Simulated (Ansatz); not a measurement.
Ta₂N

The calculation's input:

```
crystal:
  lattice:
    - [3.112861506, 0.0, 0.0]
    - [-1.556430753, 2.6958171426, 0.0]
    - [0.0, 0.0, 4.869841]
  atoms:
    - { symbol: Ta, position: [0.3333333333, 0.6666666667, 0.254711] }
    - { symbol: Ta, position: [0.6666666667, 0.3333333333, 0.745289] }
    - { symbol: "N", position: [0.0, 0.0, 0.0] }
hamiltonian:
  xc: lda
  pseudopotentials: { kind: paw_fr }
magnetization:
  noncollinear: true
  spin_orbit: true
kpoints:
  mp_grid: { grid: [10, 10, 6] }
scf:
  occupations: { method: cold, width: 0.01 }
output:
  forces: true
  stress: true
  eigenvalues: true
  write_density: true
  write_potential: true
  elf: true
  volumetric_format: npy
```

Command:

```sh
ansatz run input.yaml --threads 2 --pin off --max-ram 5120MiB --backend cpu --events-out ev --progress --plain --runs-dir out
```

Below, planes, directions and counts refer to the conventional cell (a = 3.11 Å, b = 3.11 Å, c = 4.87 Å, α = 90.00°, β = 90.00°, γ = 120.00°).

Space group P-3m1; a structure from a database of computed crystals, not necessarily the ambient phase; not relaxed (largest force 0.4 eV/Å); computed pressure about −15 GPa in this cell.

Theory: Kohn-Sham DFT of a periodic cell, LDA, spin-orbit coupling, Ansatz PAW (Ansatz 0.2.0).

### Predict the valence pseudo-density and electron localisation function between the atoms.

Ta–N (2.18 Å): ρ is about 0.59 e/Å³ halfway; the ELF peaks at about 0.80 in the valence shell of N, 0.6 Å from its nucleus, and drops to about 0.20 between the two atoms: no localised pair shows between them.
Ta–Ta (2.99 Å): ρ is about 0.27 e/Å³ halfway; the ELF is about 0.35 at the midpoint.
Ta–Ta (3.06 Å): the density is about 0.24 e/Å³ at the midpoint; the ELF is about 0.20 at the midpoint; no shared electron pair shows on this line.
The ELF has a maximum of about 0.75 in the space between the atoms, 1.8 Å from four Ta atoms, on no atom or two-centre bond.

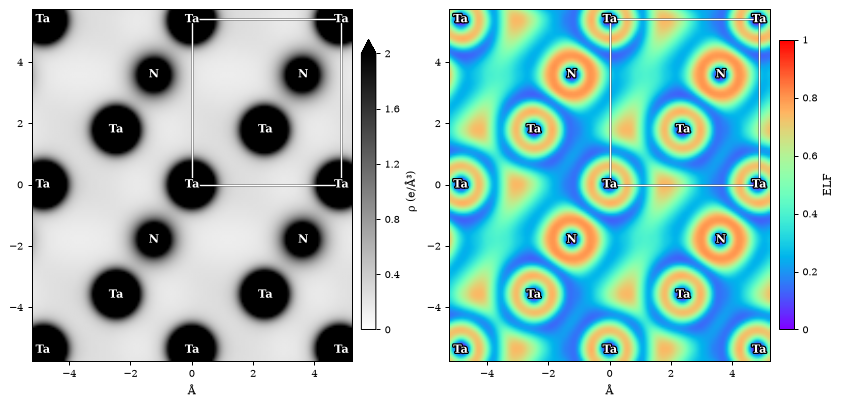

Computed valence pseudo-density and electron localisation function on the (110) plane of the conventional cell, in this order. 

The density is the valence pseudo-density of a PAW calculation; it isn't the true density close to the nuclei.
